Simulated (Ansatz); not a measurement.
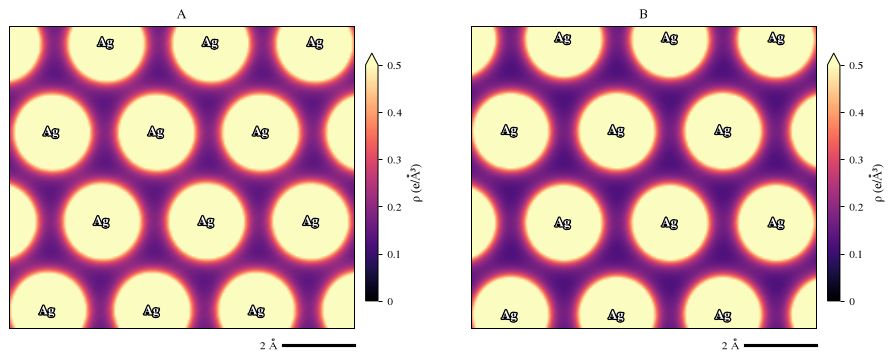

Ag. The valence pseudo-density of two cells that differ in size and shape, on the (001) plane of each (indices in the axes of the calculation cell), at one length scale and on one colour scale: B has 19.2 Å³ an atom and A 17.7.

Computed without spin polarisation.

Computed with DFT r2SCAN, scalar-relativistic, plane waves, PAW (Ansatz 0.2.0).

The larger cell:

```
Ag
1.0
     0.00000    2.12482    2.12482
     2.12482    0.00000    2.12482
     2.12482    2.12482    0.00000
Ag
1
Cartesian
  0.0000 0.0000 0.0000
```

The smaller cell: a = 2.948 Å, b = 2.948 Å, c = 2.889 Å, α = 60.65°, β = 60.65°, γ = 58.69°.

> What changes from the larger cell to the smaller?

From the larger cell to the smaller, Ag–Ag goes from 3.00 to 2.89 Å, and the density at its midpoint from 0.17 to 0.21 e/Å³; the pressure goes from −8 to −2.5 GPa.
